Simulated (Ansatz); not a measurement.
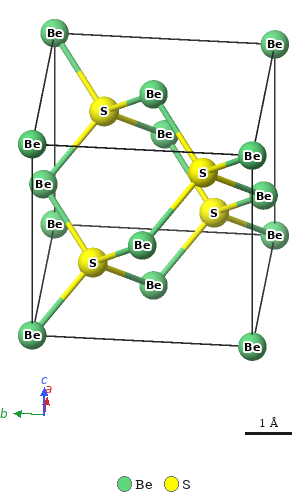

Normal modes of solid BeS, at the zone centre. A ball-and-stick model of the conventional cell (4 times the calculation's cell), seen from a free direction. Lengths and directions refer to the drawn axes.

Theory: Ansatz, DFT PBE, scalar-relativistic, plane waves, PAW.

Input
```yaml
crystal:
  lattice:
    - [0.0, 2.4380063198, 2.4380063198]
    - [2.4380063198, 0.0, 2.4380063198]
    - [2.4380063198, 2.4380063198, 0.0]
  atoms:
    - { symbol: Be, position: [0.0, 0.0, 0.0] }
    - { symbol: S, position: [0.25, 0.25, 0.25] }
basis:
  ecutwfc: 420
kpoints:
  mp_grid: { grid: [8, 8, 8] }
hamiltonian:
  xc: pbe
scf:
  occupations: { method: fixed }
output:
  eigenvalues: true
phonons:
  method: dfpt
  dielectric: true
  rigid_motions: translations
  eigenvectors: true
  qmesh: [4, 4, 4]
  temperatures: { t_max: 1000, t_step: 100 }
  qpath:
    path:
      - [[0.0, 0.0, 0.0], [-0.5, -0.5, 0.0], [-0.375, -0.375, 0.25]]
      - [[-0.375, 0.0, 0.375], [0.0, 0.0, 0.0], [0.0, 0.0, 0.5], [-0.5, -0.25, 0.25], [-0.5, -0.5, 0.0]]
    npoints: 8
```

Command:
```bash
ansatz run input.yaml --threads 1 --pin off --max-ram 2560MiB --backend cpu --events-out ev --progress --plain --runs-dir out
```

Frequencies are those without the non-analytic (LO–TO) term.

### Give the spectrum at this point.

The calculation's cell holds 2 atoms, so there are 3 optical modes, in 1 level. The optical modes span T₂. No level is unstable.

```tsv
level	symmetry	frequency (cm⁻¹)	activity
1	T₂	558	infrared- and Raman-active
```

The modes drawn as arrows (one member of each degenerate set):

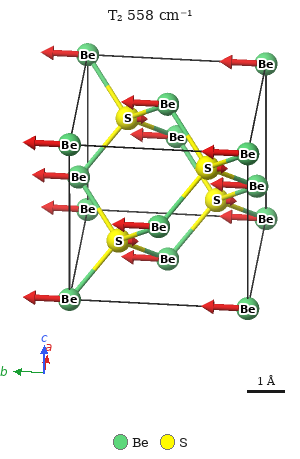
